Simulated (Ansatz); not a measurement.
Consider HfO₂.

Input file:

```
crystal:
  lattice:
    - [5.118, 0.0, 0.0]
    - [0.0, 5.1857, 0.0]
    - [-0.8586630598, 0.0, 5.2138671406]
  atoms:
    - { symbol: Hf, position: [0.2755, 0.4603, 0.708] }
    - { symbol: Hf, position: [0.7245, 0.9603, 0.792] }
    - { symbol: Hf, position: [0.7245, 0.5397, 0.292] }
    - { symbol: Hf, position: [0.2755, 0.0397, 0.208] }
    - { symbol: O, position: [0.0742, 0.1684, 0.8467] }
    - { symbol: O, position: [0.9258, 0.6684, 0.6533] }
    - { symbol: O, position: [0.9258, 0.8316, 0.1533] }
    - { symbol: O, position: [0.0742, 0.3316, 0.3467] }
    - { symbol: O, position: [0.4487, 0.7419, 0.9801] }
    - { symbol: O, position: [0.5513, 0.2419, 0.5199] }
    - { symbol: O, position: [0.5513, 0.2581, 0.0199] }
    - { symbol: O, position: [0.4487, 0.7581, 0.4801] }
hamiltonian:
  xc: pbe
  pseudopotentials: { kind: paw }
  dispersion: d4
kpoints:
  mp_grid: { grid: [5, 5, 5] }
scf:
  occupations: { method: fermi_dirac, width: 0.05 }
output:
  forces: true
  stress: true
  write_density: true
  write_potential: true
  elf: true
  volumetric_format: npy
relax:
  f_tol: 0.01
  max_steps: 40
  cell: { stress_tol: 0.05 }
```

Launched as:

```sh
ansatz run input.yaml --threads 4 --pin off --max-ram 11264MiB --backend cpu --events-out ev --progress --plain --runs-dir out
```

Below, planes, directions and counts refer to the conventional cell (a = 5.13 Å, b = 5.20 Å, c = 5.31 Å, α = 90.00°, β = 99.52°, γ = 90.00°).

The fields are those of the relaxed geometry.

Space group P2₁/c.

These are results of Ansatz, Kohn-Sham DFT of a periodic cell, PBE with D4, Ansatz PAW, not measurements.

What can the converged valence pseudo-density and electron localisation function tell about the bonding?

Hf–O (2.15 Å): the density is about 0.65 e/Å³ at the midpoint; the ELF peaks at about 0.85 in the valence shell of O, 0.6 Å from its nucleus, and drops to about 0.15 between the two atoms; no shared electron pair shows on this line.

Does the calculation give a band gap?

It is gapped, with a Kohn–Sham gap of 4.1 eV on the k-point mesh (the band edges may lie off the mesh, which would make the gap smaller).

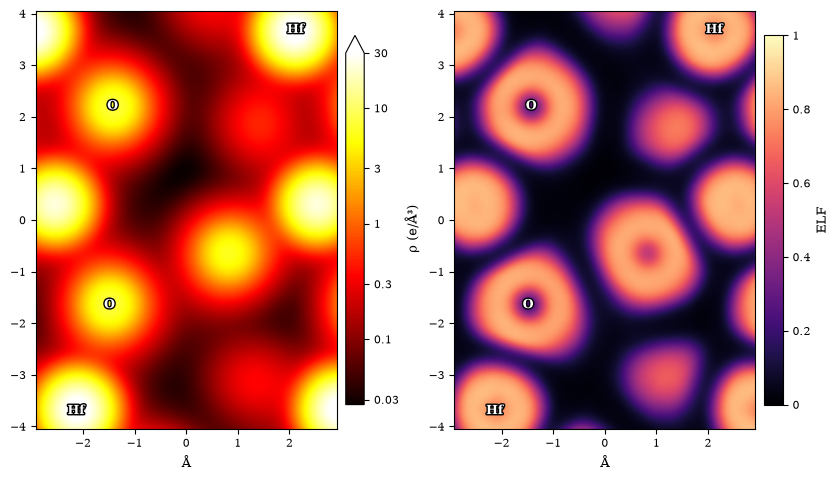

Computed valence pseudo-density and electron localisation function on the (011̄) plane of the conventional cell, in this order. Atoms just off the plane (Hf, 0.3 Å away and O, 0.3 Å away) can leave unmarked features too.

The density is the valence pseudo-density of a PAW calculation; it isn't the true density close to the nuclei.
